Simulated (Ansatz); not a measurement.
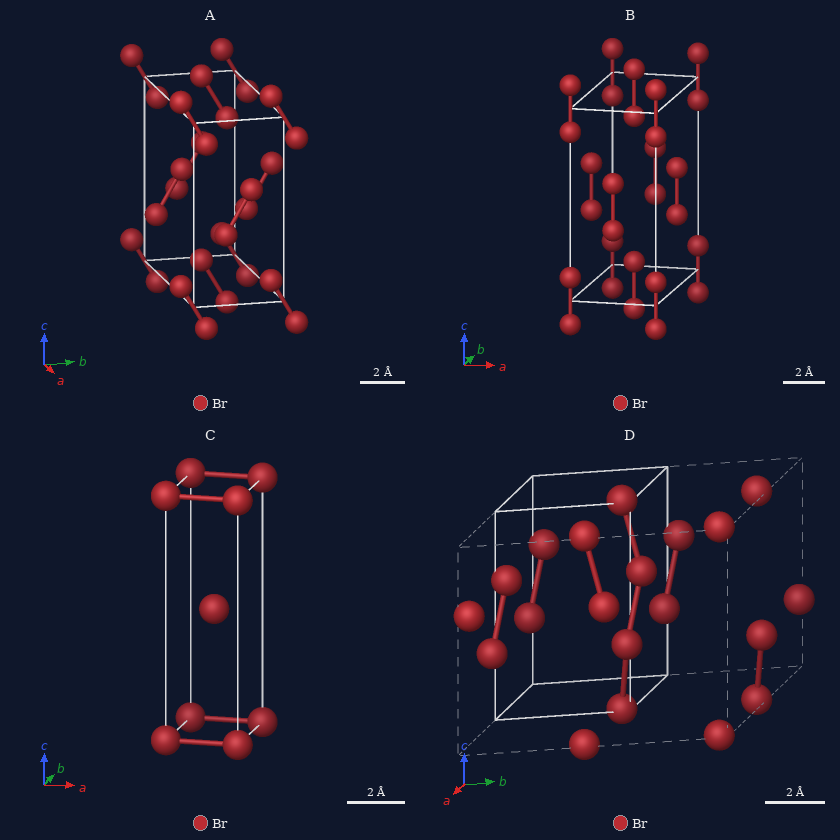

Four structures of Br, each relaxed to rest (conventional cells in solid outline, small ones repeated, each panel with its own scale). Method: Ansatz, DFT PBE, scalar-relativistic, plane waves, PAW, without spin polarisation.

Give the type and space group of each panel.

A: 8 atoms a cell on a base-centred orthorhombic lattice, Cmce; B: 8 atoms a cell on a face-centred orthorhombic lattice, Fmmm; C: 2 atoms a cell on a body-centred orthorhombic lattice, Immm; D: 3 atoms a cell on a primitive hexagonal lattice, P3_121.

Rank them by energy, lowest first.

A, then D (+36 meV/atom), B (+53 meV/atom) and C (+111 meV/atom), energies at zero smearing.

Collect the results in a table.

| panel | structure | E − E(lowest) (meV/atom) | volume (Å³/atom) | gap (eV) |
| --- | --- | --- | --- | --- |
| A | Cmce | 0 | 40.6 | 1.37 |
| D | P3_121 | 36 | 48.2 | metal |
| B | Fmmm | 53 | 44.2 | 0.29 |
| C | Immm | 111 | 39.5 | metal |

Some of these may be structure types tried for this composition rather than known phases, and the most stable form need not be among them. Gaps are taken on the k-mesh or band path of each run.
